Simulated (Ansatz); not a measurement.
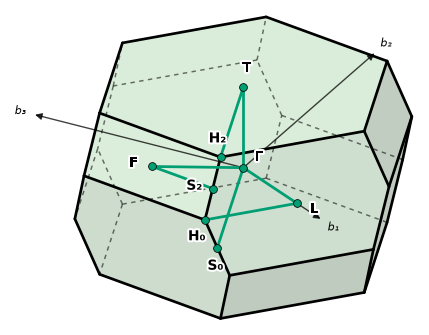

The first Brillouin zone and its special points. Crystal: C, the geometry relaxed at fixed volume with Ansatz, DFT PBE+D3(BJ), scalar-relativistic, plane waves, PAW. All values are computed from the atomic coordinates in the standard setting (tolerance 0.002 Å).

Space group R-3m, No. 166, hexagonal axes; a = 2.467 Å, b = 2.467 Å, c = 10.332 Å, α = 90.00°, β = 90.00°, γ = 120.00°.

Labels and path follow the convention of Hinuma et al. (2017), as computed by seekpath; the arrows show the directions of the reciprocal primitive vectors b₁, b₂, b₃, in which coordinates are given; lengths include the factor 2π.

List the special points with their coordinates and distances from Γ.

```csv
point,k₁,k₂,k₃,length of k (1/Å)
Γ,0,0,0,0.000
T,1/2,1/2,1/2,0.912
L,1/2,0,0,1.502
F,1/2,0,1/2,1.591
S₀,0.348,−0.348,0,1.771
S₂,0.652,0,0.348,1.771
H₀,1/2,−0.195,0.195,1.801
H₂,0.805,0.195,1/2,1.801
```

What is the zone's volume?

(2π)³ over the primitive cell's volume of 18.15 Å³: 13.7 Å⁻³.
